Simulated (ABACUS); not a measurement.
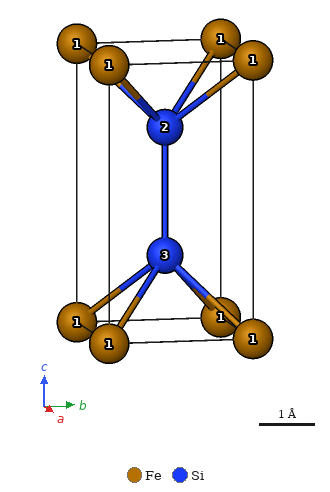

**Figure 1.** The input geometry (ball-and-stick view of the cell of the calculation, seen slightly off an axis; atoms are numbered from 1 in the order of the input). Near neighbours in the crystal (not all of them lie inside the picture): Fe has 8 Si at 2.35 Å; Si has 4 Fe at 2.35 Å and 1 Si at 2.36 Å.

# Band-structure run, with input and output: FeSi2 (part 1 of 2)

System: FeSi2 (P4/mmm, 3 atoms in the cell).
Method: Kohn-Sham DFT of a periodic cell, rSCAN, SG15 ONCV 1.2 PBE, spin-polarised (ABACUS 3.10.1).

The structure derives from an entry of the Crystallography Open Database.

The input:
```
INPUT_PARAMETERS
suffix              FeSi2
calculation         scf
basis_type          pw
pseudo_dir          ./
symmetry            1
dft_functional      MGGA_X_RSCAN+MGGA_C_RSCAN
ecutwfc             104
pseudo_rcut         10
nspin               2
nbands              24
ks_solver           dav
smearing_method     fd
smearing_sigma      0.00367493
scf_thr             1e-08
scf_nmax            100
mixing_type         broyden
mixing_beta         0.4
cal_force           1
cal_stress          1
mixing_tau          1
out_chg             1
kpar                4
```

File STRU:
```
ATOMIC_SPECIES
Fe 55.8450 Fe_ONCV_PBE-1.2.upf
Si 28.0850 Si_ONCV_PBE-1.2.upf

LATTICE_CONSTANT
1.8897261246

LATTICE_VECTORS
2.6840000000 0.0000000000 0.0000000000
0.0000000000 2.6840000000 0.0000000000
0.0000000000 0.0000000000 5.1280000000

ATOMIC_POSITIONS
Direct

Fe
0.0
1
0.0000000000 0.0000000000 0.0000000000 1 1 1 mag 3

Si
0.0
2
0.5000000000 0.5000000000 0.7300000000 1 1 1 mag 0
0.5000000000 0.5000000000 0.2700000000 1 1 1 mag 0
```

File KPT:
```
K_POINTS
0
Gamma
6 6 3 0 0 0
```

Run as:
```bash
OMP_NUM_THREADS=1 mpirun -np 4 abacus > log
```

Log:
```
ABACUS v3.10.1

               Atomic-orbital Based Ab-initio Computation at UStc

 ------------------------------------------------------------------------------------

 READING GENERAL INFORMATION
                           global_out_dir = OUT.FeSi2/
                           global_in_card = INPUT
                               pseudo_dir = ./
                              orbital_dir =
                                    DSIZE = 4
                                    GSIZE = 1

 READING UNITCELL INFORMATION
                                    ntype = 2
                  lattice constant (Bohr) = 1.88973
              lattice constant (Angstrom) = 1

 READING ATOM TYPE 1
                               atom label = Fe
                      L=0, number of zeta = 1
                      L=1, number of zeta = 1
                      L=2, number of zeta = 1
             number of atom for this type = 1
               magnetization of element 1 = 3

 READING ATOM TYPE 2
                               atom label = Si
                      L=0, number of zeta = 1
                      L=1, number of zeta = 1
                      L=2, number of zeta = 1
             number of atom for this type = 2
               magnetization of element 2 = 0

                        TOTAL ATOM NUMBER = 3
DIRECT COORDINATES
    atom                   x                   y                   z     mag                  vx                  vy                  vz
taud_Fe1            0.0000000000        0.0000000000        0.0000000000  3.0000        0.0000000000        0.0000000000        0.0000000000
taud_Si1            0.5000000000        0.5000000000        0.7300000000  0.0000        0.0000000000        0.0000000000        0.0000000000
taud_Si2            0.5000000000        0.5000000000        0.2700000000  0.0000        0.0000000000        0.0000000000        0.0000000000

                          Volume (Bohr^3) = 249.293
                             Volume (A^3) = 36.9413

 Lattice vectors: (Cartesian coordinate: in unit of a_0)
               +2.684                  +0                  +0
                   +0              +2.684                  +0
                   +0                  +0              +5.128
 Reciprocal vectors: (Cartesian coordinate: in unit of 2 pi/a_0)
            +0.372578                  -0                  +0
                   -0           +0.372578                  -0
                   +0                  -0           +0.195008
 The esolver type has been set to : ksdft_pw

                PAO radial cut off (Bohr) = 10

 Read in pseudopotential file is Fe_ONCV_PBE-1.2.upf
                     pseudopotential type = NC
          exchange-correlation functional = PBE
                 nonlocal core correction = 0
                        valence electrons = 16
                                     lmax = 2
                           number of zeta = 0
                     number of projectors = 6
                           L of projector = 0
                           L of projector = 0
                           L of projector = 1
                           L of projector = 1
                           L of projector = 2
                           L of projector = 2
 XC functional updated to : MGGA_X_RSCAN+MGGA_C_RSCAN
          exchange-correlation functional = MGGA_X_RSCAN+MGGA_C_RSCAN
                PAO radial cut off (Bohr) = 10

 Read in pseudopotential file is Si_ONCV_PBE-1.2.upf
                     pseudopotential type = NC
          exchange-correlation functional = PBE
                 nonlocal core correction = 0
                        valence electrons = 4
                                     lmax = 1
                           number of zeta = 0
                     number of projectors = 4
                           L of projector = 0
                           L of projector = 0
                           L of projector = 1
                           L of projector = 1
 XC functional updated to : MGGA_X_RSCAN+MGGA_C_RSCAN
          exchange-correlation functional = MGGA_X_RSCAN+MGGA_C_RSCAN
     initial pseudo atomic orbital number = 0
 The readin total magnetization is 3

 SETUP THE ELECTRONS NUMBER
            electron number of element Fe = 16
      total electron number of element Fe = 16
            electron number of element Si = 4
      total electron number of element Si = 8
            AUTOSET number of electrons:  = 24
                           occupied bands = 12
                                   NBANDS = 24
                                   NLOCAL = 27

%%%%%%%%%%%%%%%%%%%%%%%%%%%%%%%%%%%%%%%%%%%%%%%%%%%%%%%%%%%%%%%%%%%%%%%%%%%%%%%%%%%%%%%%%%%%%%%%%%%%%%%%%%
 Warning: the number of valence electrons in pseudopotential > 8 for Fe: [Ar] 3d6 4s2
 Pseudopotentials with additional electrons can yield (more) accurate outcomes, but may be less efficient.
 If you're confident that your chosen pseudopotential is appropriate, you can safely ignore this warning.
%%%%%%%%%%%%%%%%%%%%%%%%%%%%%%%%%%%%%%%%%%%%%%%%%%%%%%%%%%%%%%%%%%%%%%%%%%%%%%%%%%%%%%%%%%%%%%%%%%%%%%%%%%

 SETUP THE PLANE WAVE BASIS
 energy cutoff for charge/potential (unit:Ry) = 416
            fft grid for charge/potential = [ 36, 36, 64 ]
                        fft grid division = [ 1, 1, 1 ]
        big fft grid for charge/potential = [ 36, 36, 64 ]
                                     nbxx = 82944
                                     nrxx = 82944

 SETUP PLANE WAVES FOR CHARGE/POTENTIAL
                    number of plane waves = 35707
                         number of sticks = 853

 PARALLEL PW FOR CHARGE/POTENTIAL
     PROC   COLUMNS(POT)             PW
        1            853          35707
 --------------- sum -------------------
        1            853          35707
                            number of |g| = 2304
                                  max |g| = 37.5996
                                  min |g| = 0

----------- Double Check Mixing Parameters Begin ------------
mixing_type: broyden
mixing_beta: 0.4
mixing_gg0: 1
mixing_gg0_min: 0.1
mixing_beta_mag: 1.6
mixing_gg0_mag: 0
mixing_ndim: 8
----------- Double Check Mixing Parameters End ------------

 LATTICE VECTORS: (CARTESIAN COORDINATE: IN UNIT OF A0)
               +2.684                  +0                  +0
                   +0              +2.684                  +0
                   +0                  +0              +5.128
                       right hand lattice = 1
                                   NORM_A = 2.684
                                   NORM_B = 2.684
                                   NORM_C = 5.128
                           ALPHA (DEGREE) = 90
                           BETA  (DEGREE) = 90
                           GAMMA (DEGREE) = 90

 The lattice vectors have been changed (STRU_SIMPLE.cif)

(for optimal symmetric configuration:)
                             BRAVAIS TYPE = 5
                     BRAVAIS LATTICE NAME = 05. Tetrogonal P (simple)
                                    ibrav = 5
                                    IBRAV = 5
                                  BRAVAIS = SIMPLE TETROGONAL CELL
                       LATTICE CONSTANT A = 2.684
                                C/A RATIO = 1.91058
Original cell was already a primitive cell.
                        ROTATION MATRICES = 16
              PURE POINT GROUP OPERATIONS = 16
                   SPACE GROUP OPERATIONS = 16
                              POINT GROUP = D_4h
               POINT GROUP IN SPACE GROUP = D_4h

 SETUP K-POINTS
                                    nspin = 2
                   Input type of k points = Monkhorst-Pack(Gamma)
                                   nkstot = 108
                       right hand lattice = 1
(for reciprocal lattice: )
                             BRAVAIS TYPE = 5
                     BRAVAIS LATTICE NAME = 05. Tetrogonal P (simple)
                                    ibrav = 5
                       right hand lattice = 1
(for k-lattice: )
                             BRAVAIS TYPE = 5
                     BRAVAIS LATTICE NAME = 05. Tetrogonal P (simple)
                                    ibrav = 5
                       right hand lattice = 1
                        ROTATION MATRICES = 16
                               nkstot_ibz = 20
K-POINTS REDUCTION ACCORDING TO SYMMETRY
     IBZ    DIRECT_X    DIRECT_Y    DIRECT_Z  WEIGHT  ibz2bz
       1  0.00000000  0.00000000  0.00000000  0.0093       0
       2  0.16666667  0.00000000  0.00000000  0.0370       1
       3  0.33333333  0.00000000  0.00000000  0.0370       2
       4  0.50000000  0.00000000  0.00000000  0.0185       3
       5  0.16666667  0.16666667  0.00000000  0.0370       7
       6  0.33333333  0.16666667  0.00000000  0.0741       8
       7  0.50000000  0.16666667  0.00000000  0.0370       9
       8  0.33333333  0.33333333  0.00000000  0.0370      14
       9  0.50000000  0.33333333  0.00000000  0.0370      15
      10  0.50000000  0.50000000  0.00000000  0.0093      21
      11  0.00000000  0.00000000  0.33333333  0.0185      36
      12  0.16666667  0.00000000  0.33333333  0.0741      37
      13  0.33333333  0.00000000  0.33333333  0.0741      38
      14  0.50000000  0.00000000  0.33333333  0.0370      39
      15  0.16666667  0.16666667  0.33333333  0.0741      43
      16  0.33333333  0.16666667  0.33333333  0.1481      44
      17  0.50000000  0.16666667  0.33333333  0.0741      45
      18  0.33333333  0.33333333  0.33333333  0.0741      50
      19  0.50000000  0.33333333  0.33333333  0.0741      51
      20  0.50000000  0.50000000  0.33333333  0.0185      57

                               nkstot now = 20
[... K-POINTS DIRECT COORDINATES: 20 rows ...]

           k-point number in this process = 5
       minimum distributed K point number = 5
[... stars of the k points ...]
                             nks(nspin=2) = 10
                          nkstot(nspin=2) = 40

[... K-POINTS CARTESIAN COORDINATES: 10 rows ...]

[... K-POINTS DIRECT COORDINATES: 10 rows ...]

 SETUP PLANE WAVES FOR WAVE FUNCTIONS
     energy cutoff for wavefunc (unit:Ry) = 104
              fft grid for wave functions = [ 36, 36, 64 ]
                    number of plane waves = 5345
                         number of sticks = 241

 PARALLEL PW FOR WAVE FUNCTIONS
     PROC   COLUMNS(POT)             PW
        1            241           5345
 --------------- sum -------------------
        1            241           5345

 SETUP NONLOCAL PSEUDOPOTENTIALS IN PLANE WAVE BASIS
 Fe non-local projectors:
 projector 1 L=0
 projector 2 L=0
 projector 3 L=1
 projector 4 L=1
 projector 5 L=2
 projector 6 L=2
 Si non-local projectors:
 projector 1 L=0
 projector 2 L=0
 projector 3 L=1
 projector 4 L=1
      TOTAL NUMBER OF NONLOCAL PROJECTORS = 34

 Init Non-Local PseudoPotential table :
 Init Non-Local-Pseudopotential done.

                                     npwx = 4491

 -------------------------------------------
 SELF-CONSISTENT
 -------------------------------------------
                                 init_chg = atomic

 PW ALGORITHM --------------- ION=   1  ELEC=   1--------------------------------

          total magnetism (Bohr mag/cell) = 1.2429
       absolute magnetism (Bohr mag/cell) = 1.64024
                        nelec for spin up = 12.6215
                      nelec for spin down = 11.3785

 Density error is 0.61579199706
                          Error Threshold = 0.01
----------------------------------------------------------
     Energy           Rydberg                 eV
----------------------------------------------------------
 E_KohnSham     -252.3765530771      -3433.7591634477
 E_Harris       -240.1921620836      -3267.9820192764
 E_Fermi        0.9835381002         13.3817223630
----------------------------------------------------------

 PW ALGORITHM --------------- ION=   1  ELEC=   2--------------------------------
          total magnetism (Bohr mag/cell) = 0.573489928024
       absolute magnetism (Bohr mag/cell) = 1.09488420555
                        nelec for spin up = 12.286744964
                      nelec for spin down = 11.713255036

 Density error is 0.61142056173
                          Error Threshold = 0.00256579998775
----------------------------------------------------------
     Energy           Rydberg                 eV
----------------------------------------------------------
 E_KohnSham     -252.4776668659      -3435.1348871218
 E_Harris       -266.5891893339      -3627.1320001414
 E_Fermi        1.1252451643         15.3097458812
----------------------------------------------------------

 PW ALGORITHM --------------- ION=   1  ELEC=   3--------------------------------
          total magnetism (Bohr mag/cell) = 0.637922849781
       absolute magnetism (Bohr mag/cell) = 1.07930665985
                        nelec for spin up = 12.3189614249
                      nelec for spin down = 11.6810385751

 Density error is 0.0178772821224
                          Error Threshold = 0.00254758567388
----------------------------------------------------------
     Energy           Rydberg                 eV
----------------------------------------------------------
 E_KohnSham     -252.5740016867      -3436.4455896010
 E_Harris       -251.1494334850      -3417.0633448686
 E_Fermi        1.0289505647         13.9995906397
----------------------------------------------------------

 PW ALGORITHM --------------- ION=   1  ELEC=   4--------------------------------
          total magnetism (Bohr mag/cell) = 0.534807285272
       absolute magnetism (Bohr mag/cell) = 0.942553912832
                        nelec for spin up = 12.2674036426
                      nelec for spin down = 11.7325963574

 Density error is 0.00470621178203
                          Error Threshold = 7.44886755098e-05
```
